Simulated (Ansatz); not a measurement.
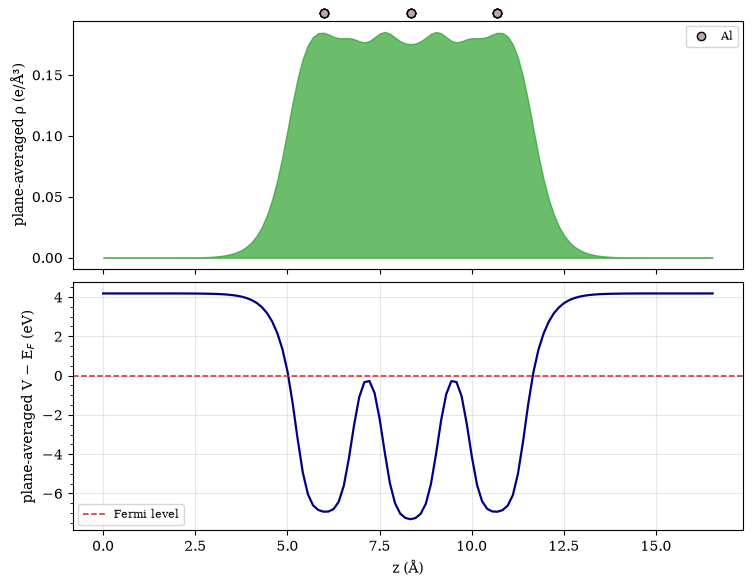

Figure 1: Al (slab). Plane average of the electrostatic potential energy of an electron and of the valence charge density (pseudo) across the slab. Circles mark the heights of the atoms.

Level of theory: DFT PBE-D3(BJ), scalar-relativistic, plane waves, PAW in Ansatz.

The density is the valence pseudo-density of a PAW calculation; it isn't the true density close to the nuclei.

```yaml
crystal:
  lattice:
    - [5.72757, 0.00000, 0.00000]
    - [2.86378, 4.96022, 0.00000]
    - [0.00000, 0.00000, 16.67654]
  atoms:
    - { symbol: Al, position: [0.16667, 0.16667, 0.05996] }
    - { symbol: Al, position: [0.66667, 0.16667, 0.05996] }
    - { symbol: Al, position: [0.16667, 0.66667, 0.05996] }
    - { symbol: Al, position: [0.66667, 0.66667, 0.05996] }
    - { symbol: Al, position: [0.83333, 0.33333, 0.20018] }
    - { symbol: Al, position: [0.33333, 0.33333, 0.20018] }
    - { symbol: Al, position: [0.83333, 0.83333, 0.20018] }
    - { symbol: Al, position: [0.33333, 0.83333, 0.20018] }
    - { symbol: Al, position: [0.00000, 0.00000, 0.34039] }
    - { symbol: Al, position: [0.50000, 0.00000, 0.34039] }
    - { symbol: Al, position: [0.00000, 0.50000, 0.34039] }
    - { symbol: Al, position: [0.50000, 0.50000, 0.34039] }
```

Read off the work function of this surface.

The potential is flat in the vacuum, 4.18 eV above the Fermi level; this is the work function, the same on both faces.

How thick is the slab, and how wide the vacuum?

The outermost nuclei are 4.7 Å apart, in 3 atomic planes; the vacuum between periodic images is 12.0 Å wide.
